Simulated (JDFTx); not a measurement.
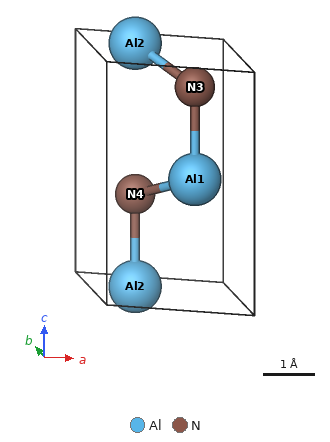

The structure as given in the input (ball-and-stick view of the cell of the calculation, seen slightly off an axis; atoms are numbered from 1 in the order of the input).

**Run report: AlN, band-structure run**

- system: AlN (4 atoms in the cell)
- method: Kohn-Sham DFT of a periodic cell, r2SCAN, SG15-PBE-1.2, no spin polarisation (JDFTx 1.7.0 (patched build))

The structure derives from an entry of the Crystallography Open Database.

Input
```
lattice Hexagonal 5.8827174260 9.4127258268
coords-type Lattice
ion Al     0.6666666667     0.3333333333     0.5000000000 1
ion Al     0.3333333333     0.6666666667     0.0000000000 1
ion N      0.6666666667     0.3333333333     0.8800000000 1
ion N      0.3333333333     0.6666666667     0.3800000000 1

ion-species pseudo/Al.upf
ion-species pseudo/N.upf
elec-cutoff 40 320
elec-ex-corr mgga-x-r2scan mgga-c-r2scan
elec-smearing Fermi 0.0018374661
elec-n-bands 23
electronic-minimize nIterations 30 energyDiffThreshold 1e-06
davidson-band-ratio 1.3
forces-output-coords Cartesian
include path.kpoints
symmetries none
fix-electron-density run.$VAR

dump-name bands.$VAR
dump End Ecomponents EigStats BandEigs Kpoints Forces
```

File path.kpoints
```
kpoint +0.0000000000 +0.0000000000 +0.0000000000 0.020000000000
kpoint +0.0833333333 +0.0000000000 +0.0000000000 0.020000000000
kpoint +0.1666666667 +0.0000000000 +0.0000000000 0.020000000000
kpoint +0.2500000000 +0.0000000000 +0.0000000000 0.020000000000
kpoint +0.3333333333 +0.0000000000 +0.0000000000 0.020000000000
kpoint +0.4166666667 +0.0000000000 +0.0000000000 0.020000000000
kpoint +0.5000000000 +0.0000000000 +0.0000000000 0.020000000000
kpoint +0.4444444444 +0.1111111111 +0.0000000000 0.020000000000
kpoint +0.3888888889 +0.2222222222 +0.0000000000 0.020000000000
kpoint +0.3333333333 +0.3333333333 +0.0000000000 0.020000000000
kpoint +0.2916666667 +0.2916666667 +0.0000000000 0.020000000000
kpoint +0.2500000000 +0.2500000000 +0.0000000000 0.020000000000
kpoint +0.2083333333 +0.2083333333 +0.0000000000 0.020000000000
kpoint +0.1666666667 +0.1666666667 +0.0000000000 0.020000000000
kpoint +0.1250000000 +0.1250000000 +0.0000000000 0.020000000000
kpoint +0.0833333333 +0.0833333333 +0.0000000000 0.020000000000
kpoint +0.0416666667 +0.0416666667 +0.0000000000 0.020000000000
kpoint +0.0000000000 +0.0000000000 +0.0000000000 0.020000000000
kpoint +0.0000000000 +0.0000000000 +0.1666666667 0.020000000000
kpoint +0.0000000000 +0.0000000000 +0.3333333333 0.020000000000
kpoint +0.0000000000 +0.0000000000 +0.5000000000 0.020000000000
kpoint +0.0714285714 +0.0000000000 +0.5000000000 0.020000000000
kpoint +0.1428571429 +0.0000000000 +0.5000000000 0.020000000000
kpoint +0.2142857143 +0.0000000000 +0.5000000000 0.020000000000
kpoint +0.2857142857 +0.0000000000 +0.5000000000 0.020000000000
kpoint +0.3571428571 +0.0000000000 +0.5000000000 0.020000000000
kpoint +0.4285714286 +0.0000000000 +0.5000000000 0.020000000000
kpoint +0.5000000000 +0.0000000000 +0.5000000000 0.020000000000
kpoint +0.4583333333 +0.0833333333 +0.5000000000 0.020000000000
kpoint +0.4166666667 +0.1666666667 +0.5000000000 0.020000000000
kpoint +0.3750000000 +0.2500000000 +0.5000000000 0.020000000000
kpoint +0.3333333333 +0.3333333333 +0.5000000000 0.020000000000
kpoint +0.2962962963 +0.2962962963 +0.5000000000 0.020000000000
kpoint +0.2592592593 +0.2592592593 +0.5000000000 0.020000000000
kpoint +0.2222222222 +0.2222222222 +0.5000000000 0.020000000000
kpoint +0.1851851852 +0.1851851852 +0.5000000000 0.020000000000
kpoint +0.1481481481 +0.1481481481 +0.5000000000 0.020000000000
kpoint +0.1111111111 +0.1111111111 +0.5000000000 0.020000000000
kpoint +0.0740740741 +0.0740740741 +0.5000000000 0.020000000000
kpoint +0.0370370370 +0.0370370370 +0.5000000000 0.020000000000
kpoint +0.0000000000 +0.0000000000 +0.5000000000 0.020000000000
kpoint +0.5000000000 +0.0000000000 +0.5000000000 0.020000000000
kpoint +0.5000000000 +0.0000000000 +0.3750000000 0.020000000000
kpoint +0.5000000000 +0.0000000000 +0.2500000000 0.020000000000
kpoint +0.5000000000 +0.0000000000 +0.1250000000 0.020000000000
kpoint +0.5000000000 +0.0000000000 +0.0000000000 0.020000000000
kpoint +0.3333333333 +0.3333333333 +0.0000000000 0.020000000000
kpoint +0.3333333333 +0.3333333333 +0.1666666667 0.020000000000
kpoint +0.3333333333 +0.3333333333 +0.3333333333 0.020000000000
kpoint +0.3333333333 +0.3333333333 +0.5000000000 0.020000000000
```

Machine: 1 thread of Arm Neoverse V1, 24 GiB of memory available, shared host.

Command:
```bash
jdftx -c 1 -i bands.in -o bands.out
```

Output
```
*************** JDFTx 1.7.0 (patched build) ***************

Input parsed successfully to the following command list (including defaults):
[... the input with its defaults ...]

---------- Initializing the Grid ----------
R =
[      5.88272     -2.94136            0  ]
[            0      5.09458            0  ]
[            0            0      9.41273  ]
unit cell volume = 282.099
G =
[    1.06808   0.616654         -0  ]
[          0    1.23331          0  ]
[          0         -0    0.66752  ]
Minimum fftbox size, Smin = [  48  48  76  ]
Chosen fftbox size, S = [  48  48  80  ]

---------- Initializing tighter grid for wavefunction operations ----------
R =
[      5.88272     -2.94136            0  ]
[            0      5.09458            0  ]
[            0            0      9.41273  ]
unit cell volume = 282.099
G =
[    1.06808   0.616654         -0  ]
[          0    1.23331          0  ]
[          0         -0    0.66752  ]
Minimum fftbox size, Smin = [  36  36  56  ]
Chosen fftbox size, S = [  36  36  56  ]

---------- Exchange Correlation functional ----------
Initialized LibXC exchange functional 'Re-regularized SCAN exchange by Furness et al'
Initialized LibXC correlation functional 'Re-regularized SCAN correlation by Furness et al'

---------- Setting up pseudopotentials ----------
Width of ionic core gaussian charges (only for fluid interactions / plotting) set to 0

Reading pseudopotential file 'pseudo/Al.upf':
  'Al' pseudopotential, 'PBE' functional
  Generated using ONCVPSP code by D. R. Hamann
  11 valence electrons, 0 orbitals, 4 projectors, 602 radial grid points, with lMax = 1
  Core radius for overlap checks: 2.11 bohrs.

Reading pseudopotential file 'pseudo/N.upf':
  'N' pseudopotential, 'PBE' functional
  Generated using ONCVPSP code by D. R. Hamann
  5 valence electrons, 0 orbitals, 4 projectors, 602 radial grid points, with lMax = 1
  Core radius for overlap checks: 1.35 bohrs.

Initialized 2 species with 4 total atoms.

Folded 50 k-points by 1x1x1 to 50 k-points.

---------- Setting up k-points, bands, fillings ----------
No reducable k-points.
Computing the number of bands and number of electrons
Calculating initial fillings.
nElectrons:  32.000000   nBands: 23   nStates: 50

----- Setting up reduced wavefunction bases (one per k-point) -----
average nbasis = 3411.140 , ideal nbasis = 3408.678

---------- Setting up ewald sum ----------
Optimum gaussian width for ewald sums = 2.076670 bohr.
Real space sum over 1089 unit cells with max indices [  5  5  4  ]
Reciprocal space sum over 2873 terms with max indices [  6  6  8  ]

---------- Allocating electronic variables ----------
Reading n from file 'run.n' ... done
Reading tau from file 'run.tau' ... done
Initializing wave functions:  (No orbitals for LCAO)  bandwidth-limited random numbers

----------- Band structure minimization -------------
Minimization will be done independently for each quantum number.

---- Minimization of quantum number:     0  [ +0.0000000 +0.0000000 +0.0000000 ]  0.040000000 ----
BandDavidson: Iter:   0  Eband: +0.466025721742829
BandDavidson: Iter:   1  Eband: -0.145760944427125  dEband: -6.117867e-01
BandDavidson: Iter:   2  Eband: -0.414675685452609  dEband: -2.689147e-01
BandDavidson: Iter:   3  Eband: -0.477326010415587  dEband: -6.265032e-02
[... 741 lines of inner loops ...]
BandDavidson: Iter:  10  Eband: -0.510070369977975  dEband: -1.017641e-06
BandDavidson: Iter:  11  Eband: -0.510070623134983  dEband: -2.531570e-07
BandDavidson: Converged (dEband<1.000000e-06)
	FillingsUpdate:  mu: +0.466706693  nElectrons: 32.000000

Dumping 'bands.eigStats' ...
	eMin: -3.487692 at state 0 ( [ +0.000000 +0.000000 +0.000000 ] spin 0 )
	HOMO: +0.341264 at state 0 ( [ +0.000000 +0.000000 +0.000000 ] spin 0 )
	mu  : +0.466707
	LUMO: +0.514088 at state 17 ( [ +0.000000 +0.000000 +0.000000 ] spin 0 )
	eMax: +0.885708 at state 31 ( [ +0.333333 +0.333333 +0.500000 ] spin 0 )
	HOMO-LUMO gap: +0.172823
	Optical gap  : +0.172823 at state 0 ( [ +0.000000 +0.000000 +0.000000 ] spin 0 )
Done!
```

Results in brief

| quantity | value |
| --- | --- |
| outcome | converged |
| space group (tolerance 0.01 Å) | P6₃mc (186) |
| electrons treated | 32 |
| gap on the band path | 4.70 eV |
| wall time | 2.6 min |
| peak memory | 0.12 GiB |

Remarks

Points of doubt noted for this run: coarse mesh; metagga forces on grid. The k-point mesh is coarse for a cell of this size, so the results may not be converged.
